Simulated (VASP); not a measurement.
# Geometry relaxation of InAs (part 2 of 2)

The same run, continued: InAs (F-43m, 2 atoms in the cell); Kohn-Sham DFT of a periodic cell, PBE, VASP PAW PBE potentials, recommended, no spin polarisation (VASP 6.6.1); cutoff 600 eV, 12×12×12 k-mesh, Gaussian smearing of 0.1 eV. The structure derives from an entry of the Crystallography Open Database.

Geometry of the input (Å; fractional positions):
```
0.0000  3.0180  3.0180
3.0180  0.0000  3.0180
3.0180  3.0180  0.0000
In 0.0000  0.0000  0.0000
As 0.2500  0.2500  0.2500
```

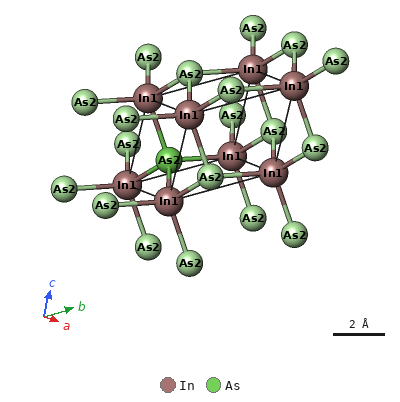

Fig. 1: The geometry at step 2 of the log (ball-and-stick view of the cell of the calculation, seen slightly off an axis; neighbours outside the cell are drawn fainter; atoms are numbered from 1 in the order of the input).

### Parts of OUTCAR, continued
```
 k-point     3 :       0.1667    0.0000    0.0000
  band No.  band energies     occupation
      1      -9.8742      2.00000
      2      -9.8297      2.00000
      3      -9.8297      2.00000
      4      -9.7114      2.00000
      5      -9.7114      2.00000
      6      -7.0490      2.00000
      7       2.0583      2.00000
      8       4.2464      2.00000
      9       4.2464      2.00000
     10       5.8275      0.00000
     11       8.8893      0.00000
     12       8.9197      0.00000
     13       8.9197      0.00000

 k-point     4 :       0.2500    0.0000    0.0000
  band No.  band energies     occupation
      1      -9.9065      2.00000
      2      -9.8208      2.00000
      3      -9.8208      2.00000
      4      -9.7102      2.00000
      5      -9.7102      2.00000
      6      -6.7244      2.00000
      7       0.8567      2.00000
      8       3.9869      2.00000
      9       3.9869      2.00000
     10       5.8235      0.00000
     11       9.1902      0.00000
     12       9.1902      0.00000
     13       9.7416      0.00000

 k-point     5 :       0.3333    0.0000    0.0000
  band No.  band energies     occupation
      1      -9.9369      2.00000
      2      -9.8134      2.00000
      3      -9.8134      2.00000
      4      -9.7075      2.00000
      5      -9.7075      2.00000
      6      -6.3391      2.00000
      7      -0.1892      2.00000
      8       3.7639      2.00000
      9       3.7639      2.00000
     10       5.6865      0.00000
     11       9.2839      0.00000
     12       9.2839      0.00000
     13      10.7310      0.00000

 [... the levels of 18 k-points are left out ...]

 k-point    24 :      -0.4167    0.1667    0.0000
  band No.  band energies     occupation
      1      -9.9747      2.00000
      2      -9.8010      2.00000
      3      -9.7950      2.00000
      4      -9.7107      2.00000
      5      -9.7051      2.00000
      6      -5.6965      2.00000
      7      -1.0914      2.00000
      8       2.1535      2.00000
      9       3.2864      2.00000
     10       6.7970      0.00000
     11       8.9121      0.00000
     12       9.9799      0.00000
     13      11.5588      0.00000

 [... further k-points ...]

------------------------ aborting loop because EDIFF is reached ----------------------------------------

  FORCE on cell =-STRESS in cart. coord.  units (eV):
  Direction    XX          YY          ZZ          XY          YZ          ZX
  --------------------------------------------------------------------------------------
  -------------------------------------------------------------------------------------
  Total        1.4981992      1.4981992      1.4981992     -0.0000000     -0.0000000      0.0000000
  in kB       43.6608757     43.6608757     43.6608757     -0.0000000     -0.0000000      0.0000000
  external PRESSURE =      43.6608757 kB  Pullay stress =       0.0000000 kB

 VOLUME and BASIS-vectors are now :
 -----------------------------------------------------------------------------
  energy-cutoff  :      600.00
  volume of cell :       54.98
      direct lattice vectors                 reciprocal lattice vectors
     0.000000000  3.018000000  3.018000000    -0.165672631  0.165672631  0.165672631
     3.018000000  0.000000000  3.018000000     0.165672631 -0.165672631  0.165672631
     3.018000000  3.018000000  0.000000000     0.165672631  0.165672631 -0.165672631

 POSITION                                       TOTAL-FORCE (eV/Angst)
 -----------------------------------------------------------------------------------
      0.00000      0.00000      0.00000         0.000000      0.000000      0.000000
      1.50900      1.50900      1.50900        -0.000000     -0.000000     -0.000000
 -----------------------------------------------------------------------------------
    total drift:                               -0.000000     -0.000000     -0.000000

  FREE ENERGIE OF THE ION-ELECTRON SYSTEM (eV)
  ---------------------------------------------------
  free  energy   TOTEN  =        -7.6651689065 eV

  energy  without entropy=       -7.6650178280  energy(sigma->0) =       -7.66509337

--------------------------------------- Ionic step        2  -------------------------------------------

 number of electron      17.9999999 magnetization

------------------------ aborting loop because EDIFF is reached ----------------------------------------

  FORCE on cell =-STRESS in cart. coord.  units (eV):
  Direction    XX          YY          ZZ          XY          YZ          ZX
  --------------------------------------------------------------------------------------
  -------------------------------------------------------------------------------------
  Total       -0.5515741     -0.5515741     -0.5515741      0.0000000      0.0000000     -0.0000000
  in kB      -14.4501804    -14.4501804    -14.4501804      0.0000000      0.0000000     -0.0000000
  external PRESSURE =     -14.4501804 kB  Pullay stress =       0.0000000 kB

 VOLUME and BASIS-vectors are now :
 -----------------------------------------------------------------------------
  energy-cutoff  :      600.00
  volume of cell :       61.16
      direct lattice vectors                 reciprocal lattice vectors
    -0.000000000  3.127066153  3.127066153    -0.159894283  0.159894283  0.159894283
     3.127066153  0.000000000  3.127066153     0.159894283 -0.159894283  0.159894283
     3.127066153  3.127066153  0.000000000     0.159894283  0.159894283 -0.159894283

 POSITION                                       TOTAL-FORCE (eV/Angst)
 -----------------------------------------------------------------------------------
      0.00000      0.00000      0.00000         0.000000      0.000000     -0.000000
      1.56353      1.56353      1.56353        -0.000000     -0.000000      0.000000
 -----------------------------------------------------------------------------------
    total drift:                               -0.000000     -0.000000      0.000000

  FREE ENERGIE OF THE ION-ELECTRON SYSTEM (eV)
  ---------------------------------------------------
  free  energy   TOTEN  =        -7.7106173864 eV

  energy  without entropy=       -7.7104560892  energy(sigma->0) =       -7.71053674

--------------------------------------- Ionic step        3  -------------------------------------------

 number of electron      17.9999997 magnetization

------------------------ aborting loop because EDIFF is reached ----------------------------------------

  FORCE on cell =-STRESS in cart. coord.  units (eV):
  Direction    XX          YY          ZZ          XY          YZ          ZX
  --------------------------------------------------------------------------------------
  -------------------------------------------------------------------------------------
  Total        0.0104353      0.0104353      0.0104353      0.0000000     -0.0000000      0.0000000
  in kB        0.2822240      0.2822240      0.2822240      0.0000000     -0.0000000      0.0000000
  external PRESSURE =       0.2822240 kB  Pullay stress =       0.0000000 kB

 VOLUME and BASIS-vectors are now :
 -----------------------------------------------------------------------------
  energy-cutoff  :      600.00
  volume of cell :       59.24
      direct lattice vectors                 reciprocal lattice vectors
    -0.000000000  3.094072806  3.094072806    -0.161599300  0.161599300  0.161599300
     3.094072806  0.000000000  3.094072806     0.161599300 -0.161599300  0.161599300
     3.094072806  3.094072806  0.000000000     0.161599300  0.161599300 -0.161599300

 POSITION                                       TOTAL-FORCE (eV/Angst)
 -----------------------------------------------------------------------------------
      0.00000      0.00000      0.00000         0.000000      0.000000      0.000000
      1.54704      1.54704      1.54704        -0.000000     -0.000000     -0.000000
 -----------------------------------------------------------------------------------
    total drift:                               -0.000000     -0.000000     -0.000000

  FREE ENERGIE OF THE ION-ELECTRON SYSTEM (eV)
  ---------------------------------------------------
  free  energy   TOTEN  =        -7.7193254103 eV

  energy  without entropy=       -7.7191668603  energy(sigma->0) =       -7.71924614

--------------------------------------- Ionic step        4  -------------------------------------------

 number of electron      17.9999997 magnetization

------------------------ aborting loop because EDIFF is reached ----------------------------------------

  FORCE on cell =-STRESS in cart. coord.  units (eV):
  Direction    XX          YY          ZZ          XY          YZ          ZX
  --------------------------------------------------------------------------------------
  -------------------------------------------------------------------------------------
  Total       -0.0207215     -0.0207215     -0.0207215      0.0000000      0.0000000     -0.0000000
  in kB       -0.5595891     -0.5595891     -0.5595891      0.0000000      0.0000000     -0.0000000
  external PRESSURE =      -0.5595891 kB  Pullay stress =       0.0000000 kB

 VOLUME and BASIS-vectors are now :
 -----------------------------------------------------------------------------
  energy-cutoff  :      600.00
  volume of cell :       59.33
      direct lattice vectors                 reciprocal lattice vectors
    -0.000000000  3.095594263  3.095594263    -0.161519876  0.161519876  0.161519876
     3.095594263  0.000000000  3.095594263     0.161519876 -0.161519876  0.161519876
     3.095594263  3.095594263  0.000000000     0.161519876  0.161519876 -0.161519876

 POSITION                                       TOTAL-FORCE (eV/Angst)
 -----------------------------------------------------------------------------------
      0.00000      0.00000      0.00000         0.000000      0.000000     -0.000000
      1.54780      1.54780      1.54780        -0.000000     -0.000000      0.000000
 -----------------------------------------------------------------------------------
    total drift:                               -0.000000     -0.000000     -0.000000

  FREE ENERGIE OF THE ION-ELECTRON SYSTEM (eV)
  ---------------------------------------------------
  free  energy   TOTEN  =        -7.7193124527 eV

  energy  without entropy=       -7.7191537688  energy(sigma->0) =       -7.71923311

--------------------------------------- Ionic step        5  -------------------------------------------

 number of electron      17.9999997 magnetization

 Free energy of the ion-electron system (eV)
  ---------------------------------------------------
  ext. energy  EPLUGINS =         0.00000000
  ---------------------------------------------------
  free energy    TOTEN  =        -7.71932413 eV

  energy without entropy =       -7.71916557  energy(sigma->0) =       -7.71924485

 E-fermi :   3.8980     XC(G=0):  -8.7921     alpha+bet : -9.4285

 val. band max:        3.8327581544   @ k =   0.0000   0.0000   0.0000
 cond. band min:       4.4552118685   @ k =   0.0833   0.0000   0.0000
 fundamental gap:      0.6224537141
 Fermi energy:         3.8979796198

 k-point     1 :       0.0000    0.0000    0.0000
  band No.  band energies     occupation
      1     -10.4309      2.00000
      2     -10.4309      2.00000
      3     -10.4309      2.00000
      4     -10.3313      2.00000
      5     -10.3313      2.00000
      6      -7.6038      2.00000
      7       3.2859      2.00000
      8       3.8328      1.64366
      9       3.8328      1.64366
     10       3.8328      1.64366
     11       7.7054      0.00000
     12       7.7054      0.00000
     13       7.7054      0.00000

 k-point     2 :       0.0833    0.0000    0.0000
  band No.  band energies     occupation
      1     -10.4376      2.00000
      2     -10.4288      2.00000
      3     -10.4288      2.00000
      4     -10.3314      2.00000
      5     -10.3314      2.00000
      6      -7.5401      2.00000
      7       2.4486      2.00000
      8       3.7519      1.96120
      9       3.7519      1.96120
     10       4.4552      0.00000
     11       7.7168      0.00000
     12       7.8284      0.00000
     13       7.8284      0.00000

 k-point     3 :       0.1667    0.0000    0.0000
  band No.  band energies     occupation
      1     -10.4554      2.00000
      2     -10.4232      2.00000
      3     -10.4232      2.00000
      4     -10.3312      2.00000
      5     -10.3312      2.00000
      6      -7.3559      2.00000
      7       1.3315      2.00000
      8       3.5535      2.00000
      9       3.5535      2.00000
     10       4.8769      0.00000
     11       8.0208      0.00000
     12       8.1134      0.00000
     13       8.1134      0.00000

 k-point     4 :       0.2500    0.0000    0.0000
  band No.  band energies     occupation
      1     -10.4790      2.00000
      2     -10.4165      2.00000
      3     -10.4165      2.00000
      4     -10.3303      2.00000
      5     -10.3303      2.00000
      6      -7.0752      2.00000
      7       0.2497      2.00000
      8       3.3214      2.00000
      9       3.3214      2.00000
     10       4.9055      0.00000
     11       8.3734      0.00000
     12       8.3734      0.00000
     13       8.7805      0.00000

 k-point     5 :       0.3333    0.0000    0.0000
  band No.  band energies     occupation
      1     -10.5015      2.00000
      2     -10.4107      2.00000
      3     -10.4107      2.00000
      4     -10.3282      2.00000
      5     -10.3282      2.00000
      6      -6.7464      2.00000
      7      -0.6853      2.00000
      8       3.1204      2.00000
      9       3.1204      2.00000
     10       4.7879      0.00000
     11       8.4808      0.00000
     12       8.4808      0.00000
     13       9.7343      0.00000

 [... the levels of 18 k-points are left out ...]

 k-point    24 :      -0.4167    0.1667    0.0000
  band No.  band energies     occupation
      1     -10.5308      2.00000
      2     -10.4011      2.00000
      3     -10.3967      2.00000
      4     -10.3304      2.00000
      5     -10.3263      2.00000
      6      -6.2085      2.00000
      7      -1.4945      2.00000
      8       1.6405      2.00000
      9       2.6924      2.00000
     10       5.8872      0.00000
     11       8.1450      0.00000
     12       9.1410      0.00000
     13      10.5096      0.00000

 [... further k-points ...]

------------------------ aborting loop because EDIFF is reached ----------------------------------------

  FORCE on cell =-STRESS in cart. coord.  units (eV):
  Direction    XX          YY          ZZ          XY          YZ          ZX
  --------------------------------------------------------------------------------------
  -------------------------------------------------------------------------------------
  Total        0.0087609      0.0087609      0.0087609      0.0000000     -0.0000000      0.0000000
  in kB        0.2369257      0.2369257      0.2369257      0.0000000     -0.0000000      0.0000000
  external PRESSURE =       0.2369257 kB  Pullay stress =       0.0000000 kB

 VOLUME and BASIS-vectors are now :
 -----------------------------------------------------------------------------
  energy-cutoff  :      600.00
  volume of cell :       59.24
      direct lattice vectors                 reciprocal lattice vectors
    -0.000000000  3.094136289  3.094136289    -0.161595985  0.161595985  0.161595985
     3.094136289  0.000000000  3.094136289     0.161595985 -0.161595985  0.161595985
     3.094136289  3.094136289  0.000000000     0.161595985  0.161595985 -0.161595985

 POSITION                                       TOTAL-FORCE (eV/Angst)
 -----------------------------------------------------------------------------------
      3.09414      3.09414      6.18827         0.000000     -0.000000      0.000000
      1.54707      1.54707      1.54707        -0.000000      0.000000     -0.000000
 -----------------------------------------------------------------------------------
    total drift:                               -0.000000     -0.000000     -0.000000

  FREE ENERGIE OF THE ION-ELECTRON SYSTEM (eV)
  ---------------------------------------------------
  free  energy   TOTEN  =        -7.7193241255 eV

  energy  without entropy=       -7.7191655738  energy(sigma->0) =       -7.71924485

 reached required accuracy - stopping structural energy minimisation
```

### CONTCAR
```
InAs
   1.00000000000000
    -0.0000000000000000    3.0941362887865917    3.0941362887865917
     3.0941362887865917    0.0000000000000000    3.0941362887865917
     3.0941362887865917    3.0941362887865917    0.0000000000000000
  In              As
     1     1
Direct
     1.0000000000000000    1.0000000000000000    0.0000000000000000
     0.2500000000000000    0.2500000000000000    0.2500000000000000

  0.00000000E+00  0.00000000E+00  0.00000000E+00
  0.00000000E+00  0.00000000E+00  0.00000000E+00
```

### Trajectory as extended XYZ (Å, eV, eV/Å), 5 frames, from step=0 to step=4
```
2
Lattice="0.0000 3.0180 3.0180 3.0180 0.0000 3.0180 3.0180 3.0180 0.0000" Properties=species:S:1:pos:R:3:forces:R:3 step=0 energy=-7.66517
In    0.0000    0.0000    0.0000    0.0000   0.0000   0.0000
As    1.5090    1.5090    1.5090    0.0000   0.0000   0.0000
2
Lattice="-0.0000 3.1271 3.1271 3.1271 0.0000 3.1271 3.1271 3.1271 0.0000" Properties=species:S:1:pos:R:3:forces:R:3 step=1 energy=-7.71062
In    0.0000    0.0000    0.0000    0.0000   0.0000   0.0000
As    1.5635    1.5635    1.5635    0.0000   0.0000   0.0000
2
Lattice="-0.0000 3.0941 3.0941 3.0941 0.0000 3.0941 3.0941 3.0941 0.0000" Properties=species:S:1:pos:R:3:forces:R:3 step=2 energy=-7.71933
In    0.0000    0.0000    0.0000    0.0000   0.0000   0.0000
As    1.5470    1.5470    1.5470    0.0000   0.0000   0.0000
2
Lattice="-0.0000 3.0956 3.0956 3.0956 0.0000 3.0956 3.0956 3.0956 0.0000" Properties=species:S:1:pos:R:3:forces:R:3 step=3 energy=-7.71931
In    0.0000    0.0000    0.0000    0.0000   0.0000   0.0000
As    1.5478    1.5478    1.5478    0.0000   0.0000   0.0000
2
Lattice="-0.0000 3.0941 3.0941 3.0941 0.0000 3.0941 3.0941 3.0941 0.0000" Properties=species:S:1:pos:R:3:forces:R:3 step=4 energy=-7.71932
In    3.0941    3.0941    6.1883    0.0000   0.0000   0.0000
As    1.5471    1.5471    1.5471    0.0000   0.0000   0.0000
```

### Summary

```json
{"quantity": "outcome", "value": "converged"}
{"quantity": "space group (tolerance 0.01 Å)", "value": "F-43m (216)"}
{"quantity": "electrons treated", "value": "18"}
{"quantity": "free energy", "value": "−7.7193 eV"}
{"quantity": "gap on the k-point mesh", "value": "none (metallic)"}
{"quantity": "pressure", "value": "0.02 GPa"}
{"quantity": "final volume", "value": "59.24 Å³"}
{"quantity": "largest force (length of the vector) at the end", "value": "under 0.001 eV/Å"}
{"quantity": "final cell", "value": "a = 4.376 Å, b = 4.376 Å, c = 4.376 Å, α = 60.00°, β = 60.00°, γ = 60.00°"}
{"quantity": "hardware", "value": "1 thread of Intel Xeon (Granite Rapids), 96 GiB of memory available, shared host"}
{"quantity": "wall time", "value": "70 s"}
{"quantity": "peak memory", "value": "0.26 GiB"}
```

### Notes

The volume changed by more than 5 % on the plane waves of the start, so the result carries a basis error; a second relaxation from the end is advised.
